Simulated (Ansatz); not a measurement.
The calculation's input:

```
crystal:
  lattice:
    - [1.87066334, -2.18115272, 0.0]
    - [1.87066334, 2.18115272, 0.0]
    - [0.0, 0.0, 3.74687499]
  atoms:
    - { symbol: Ti, position: [0.5, 0.5, 0.0] }
    - { symbol: Si, position: [0.0, 0.0, 0.5] }
basis:
  ecutwfc: 420
kpoints:
  mp_grid: { grid: [18, 18, 12] }
hamiltonian:
  xc: pbesol
scf:
  occupations: { method: gaussian, width: 0.15 }
output:
  forces: true
  stress: true
  eigenvalues: true
  write_density: true
  write_potential: true
  elf: true
  volumetric_format: npy
```

Launched as:

```sh
ansatz run input.yaml --threads 1 --pin off --max-ram 2560MiB --backend cpu --events-out ev --progress --plain --runs-dir out
```

Below, planes, directions and counts refer to the conventional cell (a = 3.74 Å, b = 4.36 Å, c = 3.75 Å, α = 90.00°, β = 90.00°, γ = 90.00°).

Space group Cmmm; a structure from a database of computed crystals, not necessarily the ambient phase; changed on purpose from its base cell (strain +0.030 along x and y, -0.015 along z, atoms carried along); computed pressure about −9 GPa in this cell; computed without spin polarisation.

All numbers below come from DFT PBEsol, scalar-relativistic, plane waves, PAW in Ansatz 0.2.0.

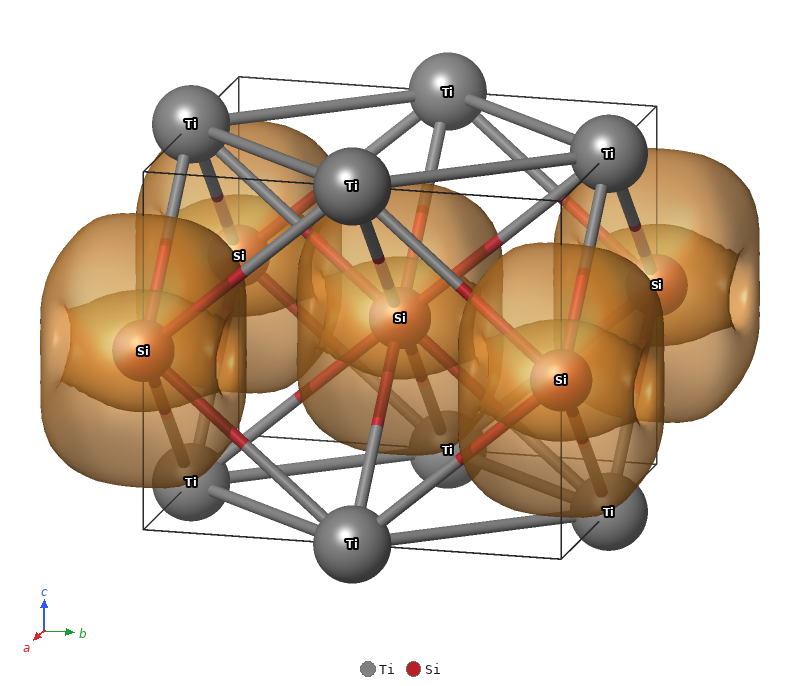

TiSi. Isosurface of the ELF at 0.6 (orange), seen slightly off an axis. Only the valence region is drawn (cores and ρ < 0.01 e/Å³ removed). Sticks mark near contacts.

In a PAW calculation such maps are meaningful between the atoms, not at the nuclei.

Describe the localisation domains.

At this value the surface marks out two regions wrapped around Si (the valence shell of each), counted in one cell of 4 atoms. Any copies at cell faces, edges or corners count once. Profiles from the grid: Ti–Si (2.65 Å): the ELF peaks at about 0.75 in the valence shell of Si, 0.9 Å from its nucleus, and is about 0.40 at the midpoint. Ti–Ti (2.87 Å): the ELF is about 0.35 at the midpoint.
